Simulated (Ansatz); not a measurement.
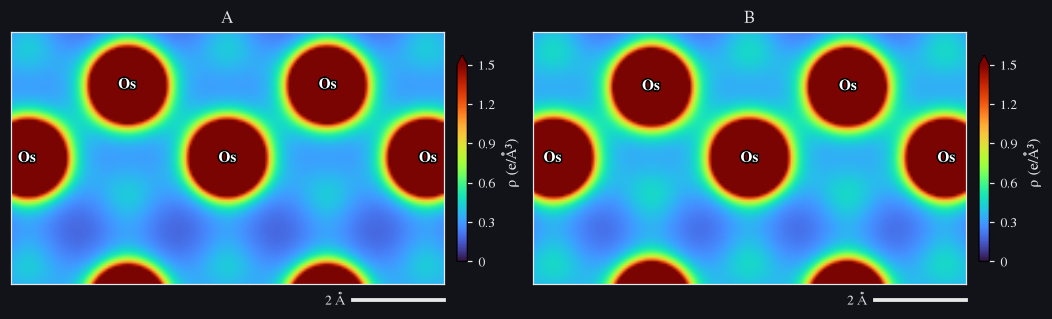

Os. The valence charge density (pseudo) of two cells that differ in size, on the (110) plane of each (indices in the axes of the calculation cell), at one length scale and on one colour scale; one has 13.8 and the other 14.7 Å³ an atom.

The calculation used Ansatz 0.2.0, DFT PBE, scalar-relativistic, plane waves, PAW.

In a PAW calculation such maps are meaningful between the atoms, not at the nuclei.

Which is the denser cell? Describe the effect of the change.

Panel B is the smaller cell, by 6 % in volume. From the larger cell to the smaller, Os–Os goes from 2.72 to 2.67 Å, and the density at its midpoint from 0.47 to 0.51 e/Å³; the pressure goes from −11 to 13 GPa.
